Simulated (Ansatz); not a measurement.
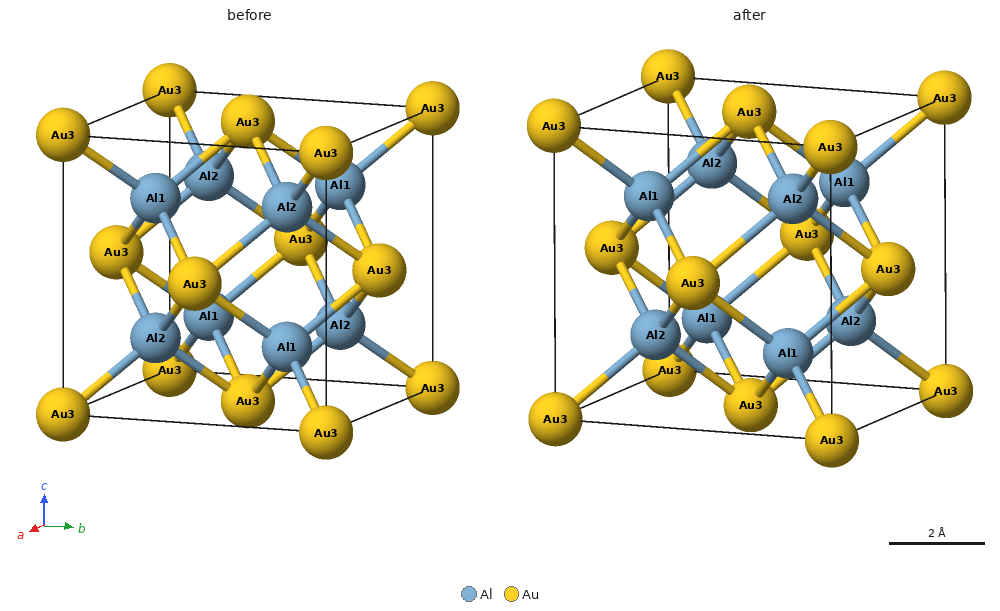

Left: a symmetric starting cell of Al2Au. Right: the same structure after one change, at the same scale. Style: ball-and-stick. Shown: the conventional cell (4 times the calculation's cell), slightly off an axis. Lengths and directions refer to the drawn axes.

Computed with DFT PBE, scalar-relativistic, plane waves, PAW in Ansatz 0.2.0. Set-up: plane-wave cutoff 420 eV; k-point mesh 12 × 12 × 12; occupations gaussian; smearing width 0.1 eV; no spin polarisation.

### What was changed?

The cell is strained by +2.7 % along [1 1 1] and +5.7 % across it (volume +14.8 %) and the Al atoms are displaced by 0.19 Å relative to the cell: Al1 0.19 Å along [−1 −1 −1]. No relaxation follows. The starting cell wasn't computed here and needn't be at equilibrium, so pressure and forces aren't due to the change alone.

### How do the computed properties respond?

Some distances before and after: Al–Au 2.598 → 2.480 to 2.805 Å. The space group (tolerance 0.01 Å) goes from Fm-3m (No. 225) to R-3m (No. 166). The pressure is −5.8 GPa (not all of it need come from the change, since the unchanged cell can be under pressure at this level too). The principal stresses (compression positive) are 2.5 GPa along [1 1 1] and −9.9 GPa across it. The largest forces, 1.3 eV/Å, act on Al1 and Al2; on Al1 it points along [1 1 1]. The forces point straight back along the displacements (cosine −1.00).
